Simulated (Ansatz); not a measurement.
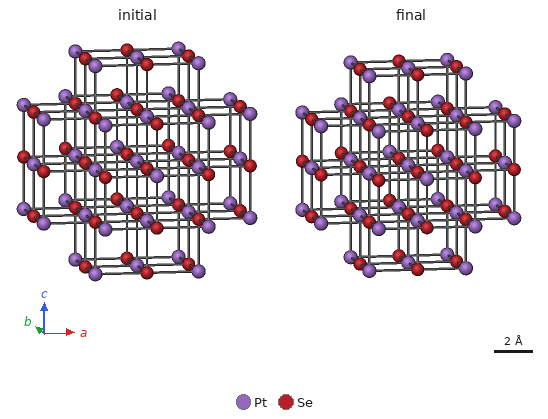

The structure of a crystal of PtSe (a generated structure, set up in Fm-3m) before (left) and after (right) a relaxation, at one scale.

The picture is a ball-and-stick view of the conventional cell (4 times the calculation's cell), seen slightly off an axis. Lengths and directions refer to the drawn axes.

The run lets cell and atoms move.

All numbers below come from Kohn-Sham DFT of a periodic cell, PBE with D3(BJ)-ATM, Ansatz PAW (Ansatz 0.2.0).

Input file:
```yaml
crystal:
  lattice:
    - [0.0, 2.79841113, 2.79841113]
    - [2.79841113, 0.0, 2.79841113]
    - [2.79841113, 2.79841113, 0.0]
  atoms:
    - { symbol: Pt, position: [0.5, 0.5, 0.5] }
    - { symbol: Se, position: [0.0, 0.0, 0.0] }
hamiltonian:
  xc: pbe
  pseudopotentials: { kind: paw }
  dispersion: d3bjatm
kpoints:
  mp_grid: { grid: [8, 8, 8] }
scf:
  occupations: { method: fermi_dirac, width: 0.05 }
output:
  forces: true
  stress: true
  eigenvalues: true
relax:
  f_tol: 0.01
  max_steps: 40
  cell: { stress_tol: 0.05 }
```

Launched with:
```bash
ansatz run input.yaml --threads 2 --pin off --max-ram 5632MiB --backend cpu --events-out ev --progress --plain --runs-dir out
```

What changed between the two?

Answer. No atom moves by more than 0.005 Å relative to the cell. The drawn cell changes as follows: a = b = c 5.597 → 5.235 Å (−6.5 %); the volume changes by −18.1 %. Among the contacts that change: Pt–Se 2.798 → 2.618 Å. The space group stays Fm-3m (No. 225). After 4 accepted moves (5 points after the start) the energy has fallen by 266 meV per atom. All forces vanish by symmetry, so only the cell relaxes. The pressure goes from −17.41 to 0.00 GPa. The SCF was repeated once at an unchanged geometry on a basis and grid sized afresh for the cell, which shifted the energy by 1.0 meV per atom at most.
